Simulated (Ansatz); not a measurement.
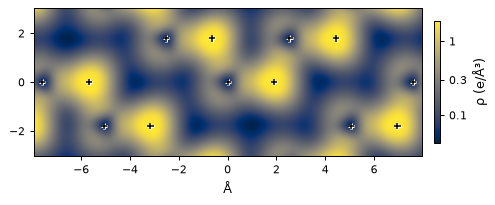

The valence charge density (pseudo) on a plane through atoms (crosses mark nuclei in the plane).

Level of theory: DFT PBE, scalar-relativistic, plane waves, PAW in Ansatz 0.2.0.

Candidates:
A. SiC, a = 3.09 Å, b = 3.09 Å, c = 15.19 Å, α = 90.00°, β = 90.00°, γ = 120.00°. Space group P6₃mc; a generated structure, not necessarily the stable one.
B. ZnO, a = 3.25 Å, b = 3.25 Å, c = 5.20 Å, α = 90.00°, β = 90.00°, γ = 120.00°. Space group P6₃mc; computed pressure about 5 GPa in this cell.

### Which system is this?

Candidate A: SiC on the (110) plane of the conventional cell, which holds Si and C. Si–C (1.89 Å): ρ is about 0.88 e/Å³ halfway.
